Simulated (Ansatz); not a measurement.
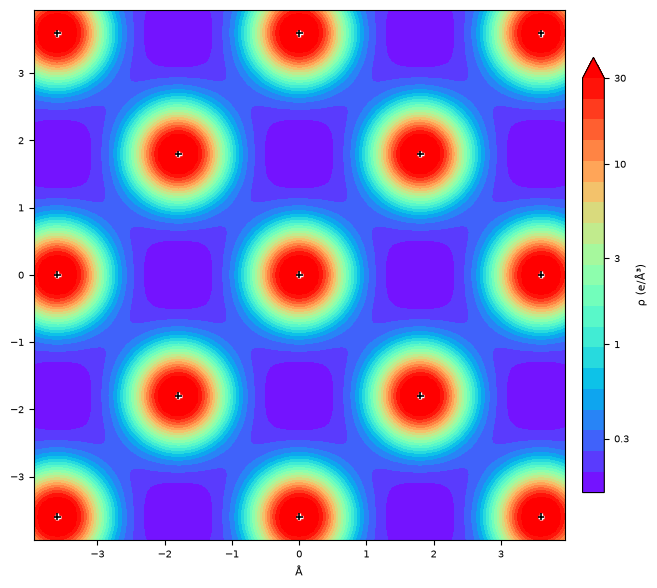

The valence electron density on a plane through atoms (crosses mark nuclei in the plane).

Computed with DFT, PBE, PAW, plane waves, scalar-relativistic in Ansatz.

Candidates:
A. Cu, a = 3.60 Å, b = 3.60 Å, c = 3.60 Å, α = 90.00°, β = 90.00°, γ = 90.00°. Space group Fm-3m; computed pressure about 4 GPa in this cell; computed without spin polarisation.
B. Ni, a = 3.54 Å, b = 3.54 Å, c = 3.54 Å, α = 90.00°, β = 90.00°, γ = 90.00°. Space group Fm-3m; computed pressure about −3 GPa in this cell; spin-polarised.

Which system is this?

Candidate A: Cu on the (100) plane of the conventional cell, which holds Cu. Cu–Cu (2.54 Å): ρ is about 0.27 e/Å³ halfway.
